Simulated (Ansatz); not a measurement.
# Geometry relaxation of Al₅GaAs₆ (part 2 of 2)

Al₅GaAs₆ (P1, 12 atoms in the cell); DFT PBE, scalar-relativistic, plane waves, PAW, no spin polarisation (Ansatz 0.2.0); cutoff 420 eV, 4×4×1 k-mesh, Gaussian smearing of 0.1 eV. The structure was made by a generator, so it may or may not be a known phase.

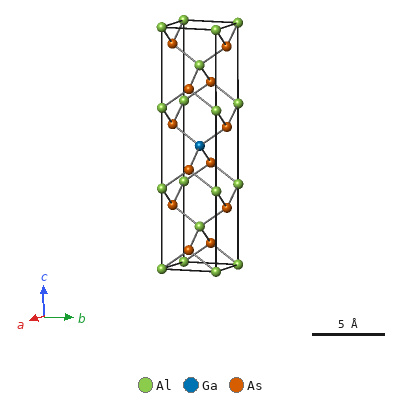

The geometry at step 4 of the log (ball-and-stick view of the cell of the calculation, seen slightly off an axis).

```
basis re-selected at this cell: Δ(F+E_penalty+E_count) = -2.171e-4 eV, ΔP = -0.000 GPa vs the last step (what re-selecting the basis moved, of the pressure what is left beyond the Pulay correction that the steps carried, after the strain that the cell walked since its last selection, with what the two solves' SCF thresholds leave and, on support functions, any second-order correction that the steps lacked; it is no measure of the basis error at this ecutwfc). This SCF's stress stands 9.42e-3 GPa from its target on what of the cell is left free (relax.cell.stress_tol is 2.50e-1 GPa) and its largest allowed force component is 1.21e-3 eV/Å (relax.f_tol is 2.50e-2 eV/Å): within both
SCF converged after 4 iterations
Free energy (F): -35612.683128 eV
Harris-Foulkes:  -35612.683128 eV  (|F-HF|=5.31e-10)
Internal energy: -35612.683128 eV  (E = F + TS)
E sigma→0 (E₀):  -35612.683128 eV
Fermi energy:    6.960155 eV
--- Per-component energies (eV) ---
  E_band       = -1698.337414
  E_kinetic    = 847.662725
  E_local      = -15962.038897  (includes V_loc(G=0)·N_el)
  E_nonlocal   = -3545.671758
  E_hartree    = 8340.333189
  E_xc         = -740.914494
  E_vxc        = -675.697592  (∫ρ·V_xc dr)
  E_paw        = -15340.317020  (= ΣΔE_a)
  E_vpaw       = 956.742311  (= ΣTr[D̂ρ^β])
  E_aug_tail   = -0.000078  (compensation charges beyond the density's cutoff)
  E_ewald      = -9211.736796
  E_smearing   = -0.000000  (= −TS)
  E_closure    = 0.000000  (closes the sum)
  Σ components = -35612.683128   (vs F -35612.683128, Δ=0.00e0)
--- Forces (eV/Å), atoms counted from 1 ---
  atom   1  Al     0.00023834    -0.00121296    -0.00020958
  atom   2  Al     0.00018837     0.00025744     0.00026116
  atom   3  Al     0.00022169    -0.00076224     0.00028325
  atom   4  Al    -0.00054742     0.00039460     0.00010615
  atom   5  Al     0.00039713    -0.00066135    -0.00004118
  atom   6  Ga     0.00012057     0.00064903     0.00041871
  atom   7  As     0.00016059     0.00069019    -0.00001341
  atom   8  As    -0.00013328    -0.00007450    -0.00044380
  atom   9  As    -0.00048025     0.00005625    -0.00010790
  atom  10  As     0.00029166    -0.00008228    -0.00022292
  atom  11  As    -0.00014645     0.00043926    -0.00013805
  atom  12  As    -0.00031361     0.00031090     0.00010746
  max |Σ_I F_I| component: 4.36e-6 eV/Å
--- Stress (GPa, compression-positive) ---
        0.004391       0.004204      -0.003633
        0.004204       0.002763      -0.002379
       -0.003633      -0.002379      -0.002508
  P = ⅓ Tr σ = 0.0015 GPa (0.015 kbar)
--- Band table (eV; the first three rows and the last of 10) ---
  k-point 0: bands = ["-28.3159", "-28.3158", "-28.3133", "-28.3131", "-28.2925", "-28.2924", "-28.2903", "-28.2899", "-28.2854", "-28.2853", "-28.1913", "-28.1913", "-28.1905", "-28.1905", "-28.1888", "-28.1887", "-28.1887", "-28.1884", "-28.1882", "-28.1882", "-28.1858", "-28.1858", "-28.1842", "-28.1840", "-28.1820", "-28.1819", "-28.1784", "-28.1780", "-28.1754", "-28.1753", "-8.1793", "-8.1177", "-8.1177", "-8.0840", "-8.0588", "-5.5510", "-5.2157", "-5.1348", "-4.2900", "-4.2224", "-3.5793", "0.7472", "1.7833", "2.0529", "4.0196", "4.0197", "4.0457", "4.2877", "4.3875", "4.3877", "4.4248", "4.4250", "5.3820", "5.3824", "5.4683", "5.4688", "6.2343", "6.2350", "6.2886", "7.6317", "7.6948", "8.1144", "8.2469", "8.3654", "9.0767", "9.1348", "9.3151", "9.4022", "9.8026", "9.8783", "10.3762"]
  k-point 1: bands = ["-28.3160", "-28.3159", "-28.3132", "-28.3126", "-28.2927", "-28.2925", "-28.2904", "-28.2901", "-28.2852", "-28.2848", "-28.1913", "-28.1911", "-28.1907", "-28.1906", "-28.1889", "-28.1888", "-28.1884", "-28.1883", "-28.1882", "-28.1880", "-28.1855", "-28.1853", "-28.1840", "-28.1838", "-28.1818", "-28.1817", "-28.1785", "-28.1782", "-28.1755", "-28.1754", "-8.1721", "-8.1323", "-8.1169", "-8.0795", "-8.0626", "-5.1609", "-4.8714", "-4.8036", "-4.1251", "-4.0615", "-3.6226", "0.8258", "1.2855", "1.4104", "2.3791", "2.4964", "2.9295", "3.7079", "3.9947", "4.0288", "4.3806", "4.6929", "4.7300", "5.2324", "5.4736", "5.5458", "5.6976", "5.7247", "6.0410", "8.2617", "8.4429", "8.7069", "8.8616", "8.9402", "9.3176", "10.5811", "10.7883", "10.8854", "10.9431", "10.9642", "11.1093"]
  k-point 2: bands = ["-28.3162", "-28.3159", "-28.3131", "-28.3121", "-28.2929", "-28.2925", "-28.2904", "-28.2903", "-28.2851", "-28.2843", "-28.1912", "-28.1911", "-28.1908", "-28.1908", "-28.1891", "-28.1888", "-28.1886", "-28.1882", "-28.1878", "-28.1877", "-28.1851", "-28.1849", "-28.1837", "-28.1837", "-28.1816", "-28.1815", "-28.1784", "-28.1784", "-28.1756", "-28.1755", "-8.1706", "-8.1410", "-8.1161", "-8.0745", "-8.0664", "-4.2951", "-4.2206", "-4.2035", "-4.1759", "-4.1756", "-4.0931", "0.4834", "0.9448", "0.9514", "0.9656", "1.5943", "1.7676", "3.4666", "3.4824", "4.8486", "4.9158", "4.9480", "4.9874", "5.2470", "5.2487", "5.2902", "5.2921", "5.3253", "5.4426", "8.1768", "8.6505", "8.6580", "8.7293", "9.3844", "9.4243", "10.7901", "10.8049", "10.8198", "10.9572", "10.9723", "11.0098"]
  k-point 9: bands = ["-28.3168", "-28.3156", "-28.3121", "-28.3120", "-28.2933", "-28.2924", "-28.2907", "-28.2906", "-28.2842", "-28.2841", "-28.1919", "-28.1918", "-28.1909", "-28.1905", "-28.1890", "-28.1888", "-28.1885", "-28.1884", "-28.1868", "-28.1868", "-28.1841", "-28.1840", "-28.1835", "-28.1835", "-28.1814", "-28.1813", "-28.1787", "-28.1786", "-28.1759", "-28.1758", "-8.1647", "-8.1647", "-8.0906", "-8.0765", "-8.0713", "-3.6522", "-3.6519", "-3.6351", "-3.6350", "-3.5433", "-3.5431", "0.0630", "0.8566", "0.9217", "1.0657", "1.0685", "1.0810", "3.3546", "3.3705", "3.3856", "3.4570", "3.6081", "3.6084", "3.6168", "3.6171", "4.1220", "4.1228", "4.1241", "4.1304", "7.7715", "7.7722", "8.2866", "8.6375", "9.4208", "9.4214", "9.6146", "9.6153", "10.0316", "10.3019", "10.3218", "10.4914"]
--- Relaxed structure (6 steps of the walk, 6 accepted, 1 SCFs on fresh bases) ---
  F+E_penalty+E_count = -35612.68312791 eV   max|allowed force component| = 1.213e-3 eV/Å   (the final SCF, on the basis selected at the relaxed cell)
  cell:  # Å, volume = 282.5921 Å³
    - [4.075231690045, -0.00029142499025613684, -0.0002841456263482714]
    - [-0.0002905064823110067, 4.075266782865941, -0.00015175127851558418]
    - [0.0024802716612614684, 0.0016409755096588319, 17.01577278093693]
  atoms:
    - { symbol: Al, position: [-3.719039962839173e-5, 8.404995035138097e-5, 0.6669294700407209] }
    - { symbol: Al, position: [0.4999879474459398, 0.4999298597078741, 0.8334419825904326] }
    - { symbol: Al, position: [-2.5457808358955908e-5, 7.901988930593566e-5, -1.1215907605600649e-6] }
    - { symbol: Al, position: [0.5000789132992829, 0.49997725358718403, 0.16655673768436016] }
    - { symbol: Al, position: [-2.4627131088214007e-6, 7.881863110428022e-5, 0.33307251322717446] }
    - { symbol: Ga, position: [0.4999455837035847, 0.499901084322033, 0.4999987721279572] }
    - { symbol: As, position: [0.4999869831685622, -7.689596860545404e-5, 0.9167407349248292] }
    - { symbol: As, position: [7.84071230199296e-5, 0.5000534842944039, 0.0832596037912332] }
    - { symbol: As, position: [0.5000345978382194, -2.4505305317848894e-5, 0.24983320674288417] }
    - { symbol: As, position: [-3.4443230444465805e-5, 0.5000468658749025, 0.4158909035477173] }
    - { symbol: As, position: [0.49998028578712467, -9.030212561307236e-5, 0.5841104735760885] }
    - { symbol: As, position: [6.835685806724898e-6, 0.5000412672423765, 0.7501667233373636] }
```

### Trajectory as extended XYZ (Å, eV, eV/Å), 7 frames, from step=1 to step=7
```
12
Lattice="4.0623 -0.0365 0.0586 -0.0365 4.0491 0.0362 0.2482 0.1533 17.2208" Properties=species:S:1:pos:R:3:forces:R:3 step=1 energy=-35610.64529 pressure_GPa=1.49
Al    0.3019    0.2490   11.4263   -0.8044  -1.3804   0.1954
Al    2.0066    2.0212   14.5726    0.2526   2.3845  -2.9612
Al   -0.1068    0.0378   -0.0571    0.5878   0.7035  -0.3300
Al    2.0839    2.0334    2.8990    0.2497  -0.0030   0.3901
Al    0.1140    0.2176    5.8437    0.6485  -0.1576  -0.3814
Ga    2.1042    1.7937    8.6275    0.0690   0.8677  -0.0979
As    2.2515    0.2176   15.8521   -0.4876  -2.4735   0.5838
As    0.0525    2.1093    1.1788   -0.1508  -0.7404   2.4018
As    2.2103   -0.0135    4.6353   -0.8600   0.0879  -2.6504
As    0.0770    2.2094    7.0719    0.0357  -0.2584   1.8866
As    2.2501   -0.1073   10.1653    0.7112  -0.3622  -1.1327
As    0.0973    2.1127   12.7829   -0.2519   1.3320   2.0957
12
Lattice="4.0621 -0.0283 0.0360 -0.0284 4.0505 0.0274 0.1555 0.1175 17.0135" Properties=species:S:1:pos:R:3:forces:R:3 step=2 energy=-35612.29723 pressure_GPa=0.71
Al    0.2106    0.1790   11.3339   -0.4458  -0.7225   0.0102
Al    1.9897    2.0468   14.2269    0.2879   0.9027  -0.5605
Al   -0.0807    0.0416   -0.0291    0.3826   0.2522  -0.1949
Al    2.0892    2.0310    2.8840   -0.0151  -0.0032  -0.1194
Al    0.0891    0.1824    5.7245    0.2311  -0.2528  -0.2777
Ga    2.0726    1.8458    8.5208    0.0327   0.4493   0.0544
As    2.1478    0.1313   15.6035   -0.3558  -0.9398   0.1192
As    0.0368    2.0887    1.3274   -0.0411  -0.3016   1.0395
As    2.1525   -0.0027    4.3792   -0.3513   0.1411  -0.7868
As    0.0478    2.1732    7.0730    0.0525  -0.1226   0.6011
As    2.1993   -0.1271    9.9776    0.2196   0.0682  -0.2568
As    0.0017    2.1226   12.7426    0.0025   0.5290   0.3717
12
Lattice="4.0505 0.0114 -0.0189 0.0115 4.0502 -0.0174 -0.0798 -0.0739 17.1402" Properties=species:S:1:pos:R:3:forces:R:3 step=3 energy=-35612.63212 pressure_GPa=0.36
Al   -0.0082   -0.0306   11.4592   -0.1086  -0.0886  -0.1501
Al    2.0048    1.9112   14.2744   -0.1817   0.2199   0.1545
Al    0.0063   -0.0029    0.0058   -0.0343   0.0514   0.0289
Al    2.0262    2.0153    2.8253   -0.1736   0.0952  -0.0076
Al   -0.0459    0.0315    5.6853    0.0093  -0.1197  -0.0310
Ga    1.9580    1.9420    8.5472    0.0138   0.1842  -0.0386
As    1.9518   -0.0870   15.7043    0.0373  -0.1450   0.0757
As   -0.0188    2.0325    1.4369    0.1882  -0.0663  -0.2491
As    1.9819    0.0047    4.2289    0.0111  -0.0744   0.2995
As   -0.0704    2.0408    7.1071    0.0668   0.0003   0.0082
As    2.0014   -0.0623    9.9977    0.0191  -0.0745   0.1660
As   -0.0402    1.9831   12.8899    0.1524   0.0176  -0.2563
12
Lattice="4.0800 0.0007 0.0025 0.0007 4.0779 0.0041 0.0148 0.0203 17.0027" Properties=species:S:1:pos:R:3:forces:R:3 step=4 energy=-35612.67913 pressure_GPa=-0.07
Al    0.0126    0.0385   11.3346   -0.0103  -0.0736   0.0372
Al    2.0575    2.0384   14.1783   -0.0011   0.0649  -0.0491
Al    0.0005    0.0021    0.0035    0.0286  -0.0157   0.0083
Al    2.0508    2.0338    2.8329   -0.0261   0.0126   0.0336
Al   -0.0020    0.0240    5.6596    0.0200  -0.1038   0.0099
Ga    2.0309    2.0399    8.5063    0.0569   0.0538  -0.0428
As    2.0589    0.0054   15.5922   -0.0288  -0.0237   0.0033
As    0.0084    2.0394    1.4238    0.0102   0.0055  -0.0563
As    2.0411   -0.0033    4.2451   -0.0072   0.0142   0.0203
As   -0.0020    2.0513    7.0726   -0.0370   0.0805  -0.0005
As    2.0498    0.0099    9.9307   -0.0003  -0.0366   0.0097
As    0.0168    2.0681   12.7547   -0.0045   0.0217   0.0265
12
Lattice="4.0769 -0.0010 -0.0001 -0.0010 4.0775 -0.0005 0.0033 0.0001 17.0088" Properties=species:S:1:pos:R:3:forces:R:3 step=5 energy=-35612.68253 pressure_GPa=-0.04
Al    0.0010    0.0065   11.3430   -0.0028  -0.0222  -0.0029
Al    2.0410    2.0321   14.1746   -0.0048   0.0158  -0.0001
Al   -0.0014    0.0041   -0.0003    0.0073  -0.0104   0.0059
Al    2.0423    2.0348    2.8334   -0.0057   0.0134   0.0016
Al    0.0014    0.0057    5.6666    0.0032  -0.0258  -0.0066
Ga    2.0369    2.0324    8.5033    0.0128   0.0067   0.0140
As    2.0408   -0.0048   15.5921   -0.0026  -0.0003  -0.0013
As    0.0030    2.0421    1.4167   -0.0019  -0.0017  -0.0075
As    2.0404   -0.0023    4.2502   -0.0024  -0.0034   0.0013
As    0.0003    2.0415    7.0746   -0.0113   0.0152  -0.0092
As    2.0388   -0.0052    9.9347    0.0040   0.0085  -0.0037
As    0.0017    2.0430   12.7576    0.0041   0.0041   0.0085
12
Lattice="4.0752 -0.0003 -0.0003 -0.0003 4.0753 -0.0002 0.0025 0.0016 17.0158" Properties=species:S:1:pos:R:3:forces:R:3 step=6 energy=-35612.68291 pressure_GPa=0.00
Al    0.0015    0.0014   11.3483    0.0003  -0.0012  -0.0002
Al    2.0395    2.0386   14.1814    0.0002   0.0002   0.0003
Al   -0.0001    0.0003    0.0000    0.0002  -0.0007   0.0003
Al    2.0382    2.0377    2.8339   -0.0005   0.0004   0.0001
Al    0.0008    0.0009    5.6675    0.0004  -0.0007   0.0000
Ga    2.0385    2.0379    8.5076    0.0001   0.0007   0.0004
As    2.0398    0.0010   15.5989    0.0002   0.0007   0.0000
As    0.0004    2.0380    1.4167   -0.0001  -0.0001  -0.0004
As    2.0384    0.0002    4.2510   -0.0005   0.0001  -0.0001
As    0.0007    2.0385    7.0766    0.0003  -0.0001  -0.0002
As    2.0390    0.0004    9.9389   -0.0002   0.0004  -0.0001
As    0.0017    2.0390   12.7646   -0.0003   0.0003   0.0001
12
Lattice="4.0752 -0.0003 -0.0003 -0.0003 4.0753 -0.0002 0.0025 0.0016 17.0158" Properties=species:S:1:pos:R:3:forces:R:3 step=7 energy=-35612.68313 pressure_GPa=0.00
Al    0.0015    0.0014   11.3483    0.0002  -0.0012  -0.0002
Al    2.0395    2.0386   14.1814    0.0002   0.0003   0.0003
Al   -0.0001    0.0003    0.0000    0.0002  -0.0008   0.0003
Al    2.0382    2.0377    2.8339   -0.0005   0.0004   0.0001
Al    0.0008    0.0009    5.6675    0.0004  -0.0007   0.0000
Ga    2.0385    2.0379    8.5076    0.0001   0.0006   0.0004
As    2.0398    0.0010   15.5989    0.0002   0.0007   0.0000
As    0.0004    2.0380    1.4167   -0.0001  -0.0001  -0.0004
As    2.0384    0.0002    4.2510   -0.0005   0.0001  -0.0001
As    0.0007    2.0385    7.0766    0.0003  -0.0001  -0.0002
As    2.0390    0.0004    9.9389   -0.0001   0.0004  -0.0001
As    0.0017    2.0390   12.7646   -0.0003   0.0003   0.0001
```

This output came from the following input.

### The input
```yaml
crystal:
  lattice:
    - [4.0622559571, -0.0364825398, 0.0585722545]
    - [-0.0364825398, 4.0490800207, 0.0361690329]
    - [0.2482326788, 0.1532865008, 17.2207557102]
  atoms:
    - { symbol: Al, position: [0.0341033516, 0.0366837505, 0.6633241368] }
    - { symbol: Al, position: [0.4466304341, 0.4712492019, 0.8437150721] }
    - { symbol: Al, position: [-0.0260105038, 0.0092206472, -0.0032451343] }
    - { symbol: Al, position: [0.5073774119, 0.5004868555, 0.1655657077] }
    - { symbol: Al, position: [0.0077043205, 0.0409630014, 0.339227598] }
    - { symbol: Ga, position: [0.4913842807, 0.428555948, 0.4984247441] }
    - { symbol: As, position: [0.4983242324, 0.023456902, 0.9187805054] }
    - { symbol: As, position: [0.0134632783, 0.5184965949, 0.0673190848] }
    - { symbol: As, position: [0.5276846203, -0.0086967538, 0.2673933069] }
    - { symbol: As, position: [-0.0013048502, 0.5301399709, 0.4095511132] }
    - { symbol: As, position: [0.5175495861, -0.0441189601, 0.5886262272] }
    - { symbol: As, position: [-0.016906162, 0.4935628417, 0.7413176381] }
basis:
  ecutwfc: 420
kpoints:
  mp_grid: { grid: [4, 4, 1] }
hamiltonian:
  xc: pbe
scf:
  occupations: { method: gaussian, width: 0.1 }
  lower_state_search: "off"
output:
  forces: true
  stress: true
  eigenvalues: true
relax:
  adjacent_minimum: "off"
  f_tol: 0.025
  max_steps: 60
  cell: { stress_tol: 0.25 }
```

Launch command:
```bash
ansatz run input.yaml --threads 4 --pin off --max-ram 8192MiB --backend cpu --events-out ev --progress --plain --runs-dir out
```

### Key numbers

```json
{"quantity": "outcome", "value": "converged"}
{"quantity": "space group (tolerance 0.01 Å)", "value": "P1 (1) → P-4m2 (115)"}
{"quantity": "electrons treated", "value": "118"}
{"quantity": "free energy", "value": "−35612.6831 eV"}
{"quantity": "Fermi energy", "value": "6.960 eV"}
{"quantity": "gap on the k-point mesh", "value": "1.34 eV"}
{"quantity": "pressure", "value": "0.00 GPa"}
{"quantity": "final volume", "value": "282.59 Å³"}
{"quantity": "largest force (length of the vector) at the end", "value": "0.001 eV/Å"}
{"quantity": "final cell", "value": "a = 4.075 Å, b = 4.075 Å, c = 17.016 Å, α = 90.00°, β = 90.00°, γ = 90.01°"}
{"quantity": "hardware", "value": "4 threads of Intel Xeon @ 2.50GHz (Skylake/Cascade Lake), 176 GiB of memory available, shared host"}
{"quantity": "wall time", "value": "43 s (CPU time 2.5 min)"}
{"quantity": "peak memory", "value": "0.89 GiB"}
```
